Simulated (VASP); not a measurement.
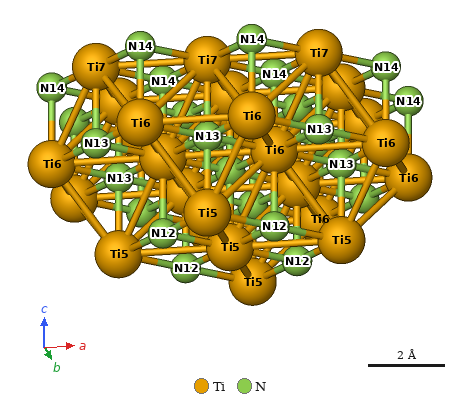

Starting structure of a slab of composition TiN. The picture is a ball-and-stick view of the atoms within 5.8 Å of the atom that moves most (axes of the 2 × 3 repeat of the cell, outlined in the plane, without the vacuum), seen from a free direction.

The run lets the atoms move in a fixed cell.

These are results of Kohn-Sham DFT of a periodic cell, PBE, VASP PAW PBE potentials, recommended (VASP), not measurements.

Input file:
```
SYSTEM = TiN
PREC     = Accurate       ! precision mode
ENCUT    = 520            ! plane-wave cutoff, eV
EDIFF    = 1E-6           ! SCF threshold, eV
ISMEAR   = 1              ! smearing method
SIGMA    = 0.1            ! smearing width, eV
LREAL    = .FALSE.        ! projectors in reciprocal space
LASPH    = .TRUE.         ! aspherical terms in the spheres
NELM     = 80             ! most SCF steps
ALGO     = Normal         ! electronic algorithm
ISIF     = 2              ! what is computed and relaxed
LWAVE    = .FALSE.        ! write WAVECAR
LCHARG   = .FALSE.        ! write CHGCAR
LDIPOL   = .TRUE.       
IDIPOL   = 3            
DIPOL    = 0.5 0.5 0.500
GGA      = PE             ! functional
IBRION   = 2              ! ionic algorithm
NSW      = 80             ! ionic steps
EDIFFG   = -0.02          ! ionic threshold
KPAR     = 4
```

Command:
```bash
cat potpaw_PBE.64/Ti_sv/POTCAR potpaw_PBE.64/N/POTCAR > POTCAR
mpirun -np 4 vasp_std > vasp.out
```

The structure:
```xyz
14
Lattice="3.0042 0.0000 0.0000 0.0000 3.0042 0.0000 0.0000 0.0000 27.7458" Properties=species:S:1:pos:R:3 pbc="T T T"
Ti    1.5021    1.5021    7.5000
Ti    0.0000    0.0000    9.6243
Ti    1.5021    1.5021   11.7486
Ti    0.0000    0.0000   13.8729
Ti    1.5021    1.5021   15.9972
Ti    0.0000    0.0000   18.1215
Ti    1.5021    1.5021   20.2458
N     0.0000    0.0000    7.5000
N     1.5021    1.5021    9.6243
N     0.0000    0.0000   11.7486
N     1.5021    1.5021   13.8729
N     0.0000    0.0000   15.9972
N     1.5021    1.5021   18.1215
N     0.0000    0.0000   20.2458
```

Predict the outcome.

The largest moves, 0.11 Å, are those of Ti1 and Ti7. Ti7 goes along the normal (−c). Largest moves by element: Ti 0.11 Å, N 0.07 Å. The lattice vectors keep their values. Among the contacts that change: Ti7–N13 2.124 → 2.000 Å, Ti6–Ti7 3.004 → 2.929 Å, Ti6–N14 2.124 → 2.194 Å, Ti5–N13 2.124 → 2.130 Å. Bond angles that change, for instance: Ti7–N14–Ti7 180.0° → 170.5°, Ti6–N14–Ti7 90.0° → 85.2°. Over 6 geometry steps the energy falls by 0.341 eV per cell of the calculation. The largest force component goes from 2 to 0.02 eV/Å.

The end point in the same view:

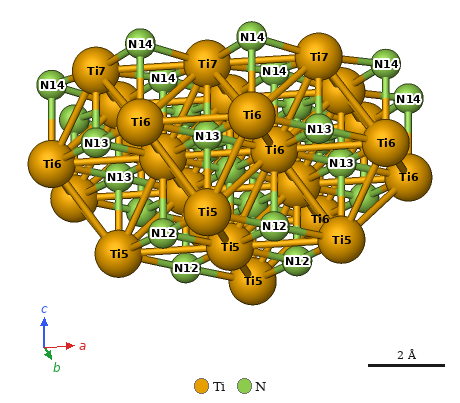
